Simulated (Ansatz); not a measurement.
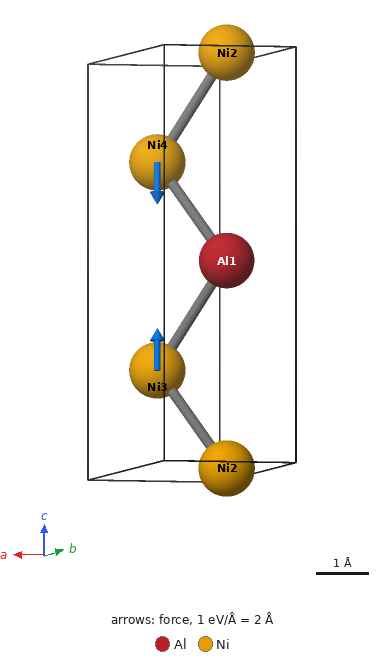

Starting geometry of a crystal of AlNi₃ (a generated structure, set up in P-6m2) (coarse preliminary run) with the computed forces as blue arrows. Style: ball-and-stick. Shown: the cell of the calculation, from a free direction.

These are results of Ansatz 0.2.0, DFT PBE, scalar-relativistic, plane waves, PAW, not measurements. Set-up: plane-wave cutoff 420 eV; k-point mesh 6 × 6 × 2; occupations gaussian; smearing width 0.1 eV; collinear spin; cell and atoms relaxed; force threshold 0.04 eV/Å; at most 70 steps.

> What follows when this structure is relaxed?

It isn't relaxed: the largest force vector, on Ni atoms, is 0.42 eV/Å. The atoms end up moving mostly along the starting forces (cosine between the two patterns 1.00). The largest moves relative to the cell, 0.043 Å, are those of Ni3 and Ni4. Ni4 goes along −c. Al stays in place. The drawn cell changes as follows: a = b 2.548 → 2.615 Å (+2.6 %), c 8.138 → 7.865 Å (−3.3 %); the volume changes by +1.7 %. Some distances before and after: Al1–Al1 2.548 → 2.615 Å, Ni2–Ni2 2.548 → 2.615 Å, Al1–Ni3 2.511 → 2.445 Å. The space group stays P-6m2 (No. 187). Over 3 accepted moves (4 points after the start) the energy falls by 27.1 meV per atom. Largest force component: 0.42 eV/Å at the start, 0.0059 eV/Å at the end. The pressure goes from 2.88 to −0.09 GPa. At 1 point the geometry stayed and the basis and grid were re-selected for the new cell (energy shift of 0.1 meV per atom at most each time). The program noted that the starting moments weren't kept. The run took 22 s on 1 thread of Intel(R) Xeon(R) 6975P-C (Granite Rapids), on a shared host, peak memory 0.38 GiB.

Limits of the set-up: the k-point mesh is coarse for a cell with partly filled bands.
